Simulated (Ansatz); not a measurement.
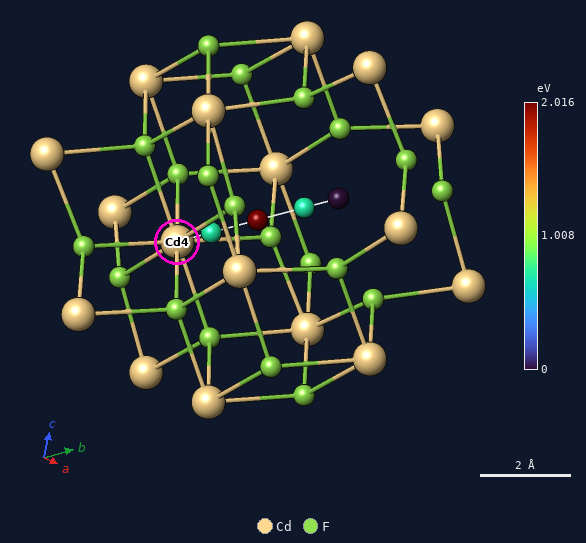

NEB run on a defect cell of composition Cd7F16 with a Cd vacancy (23 atoms in the cell). Images are numbered from 0 (start) to 4 (end). The start is drawn whole; smaller spheres mark the moving atoms (Cd) in the later images, joined by lines and coloured by the energy of the image relative to the start. A ball-and-stick model of the atoms within 4.9 Å of the middle of the path, seen slightly off an axis. The moving atom is ringed, with any periodic copies. Bonds to atoms that aren't drawn are left out.

Computed with Ansatz, DFT, PAW plane waves, PBE. Settings: plane-wave cutoff 420 eV; k-point mesh 2 × 2 × 2; Fermi-Dirac smearing 0.1 eV; 3 movable images; climbing image; force threshold 0.05 eV/Å; iteration limit 40.

Q: What moves, how far, and at what cost in energy?

A: It is a vacancy jump: a nearby atom moves into the empty site and leaves its own site empty. A Cd atom travels furthest, 3.81 Å from end to end, along +b, on a straight line. At the highest image its nearest neighbour (F) is 1.99 Å away, against 2.29 Å at the start, and the surrounding atoms stand up to 0.55 Å off the mean of their end positions. The barrier is about 2.02 eV in both directions, with image 2 at the top; the ends have the same energy. The band is converged.

Limits of the set-up: the k-point mesh is coarse for a cell with partly filled bands; the periodic images lie only 7.6 Å apart, so the values are limited by the cell's size.

The run took 4.7 min on 4 threads of Intel(R) Xeon(R) Platinum 8259CL CPU @ 2.50GHz (Skylake/Cascade Lake), on a shared host, peak memory 1.9 GiB.
